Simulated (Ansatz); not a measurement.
Input file:

```
crystal:
  lattice:
    - [-3.0841166576, 2.667098187, 1.3491692679]
    - [2.667098187, -3.0841166576, 1.3491692679]
    - [2.3129607798, 2.3129607798, -2.1129393605]
  atoms:
    - { symbol: Ru, position: [0.9811509321, 0.0188490679, 0.0] }
    - { symbol: Ru, position: [0.7688490679, 0.2311509321, 0.5] }
hamiltonian:
  xc: pbesol
  pseudopotentials:
    kind: paw
    azcp:
      Ru: "pseudopotentials/Ru.paw.azcp"
basis:
  ecutwfc: 420
  fft_grid_basis: typed
kpoints:
  mp_grid: { grid: [19, 19, 13], shift: [0, 0, 0] }
magnetization:
  spin_polarized: false
scf:
  occupations: { method: fermi_dirac, width: 0.1 }
  lower_state_search: "off"
output:
  stress: true
  write_density: true
  write_potential: true
  elf: true
  volumetric_format: npy
```

Below, planes, directions and counts refer to the conventional cell (a = 2.76 Å, b = 8.13 Å, c = 2.74 Å, α = 90.00°, β = 89.99°, γ = 90.00°).

Space group Cmcm; set up as Ru, beta-Sn type; a generated structure, not necessarily the stable one; changed on purpose from its base cell (volume × 1.08); computed pressure about −20 GPa in this cell; computed without spin polarisation.

Computed with DFT, PBEsol, plane waves (420 eV) with PAW, scalar-relativistic (Ansatz).

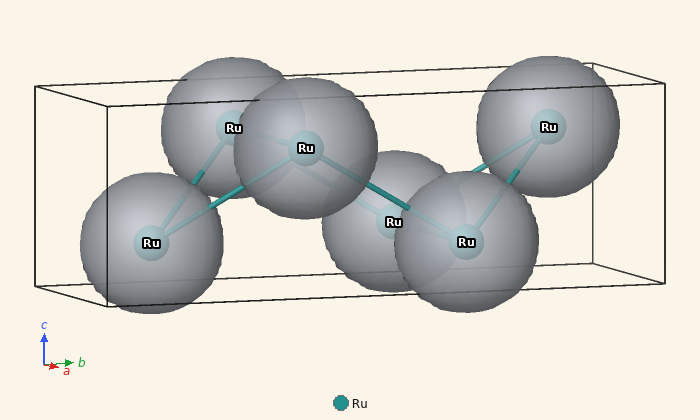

Ru. Isosurface of the valence pseudo-density at 0.8 e/Å³ (grey), seen slightly off an axis. Sticks mark near contacts.

The density is the valence pseudo-density of a PAW calculation; it isn't the true density close to the nuclei.

Q: What does this surface tell about the bonding?

A: At this value the density breaks into separate islands; it holds about 75 % of the electrons treated as valence (semicore included). It bridges none of the near contacts. It is pinched off along the shortest Ru–Ru (2.60 Å), Ru–Ru (2.71 Å) and Ru–Ru (2.76 Å) contacts. On the grid the lowest density along these lines, outside the cores, is 0.47 e/Å³ (Ru–Ru, 2.60 Å), 0.38 e/Å³ (Ru–Ru, 2.71 Å) and 0.35 e/Å³ (Ru–Ru, 2.76 Å).

Q: Does the calculation make it a metal, or give it a gap?

A: It is gapless in this calculation (a metal or semimetal).
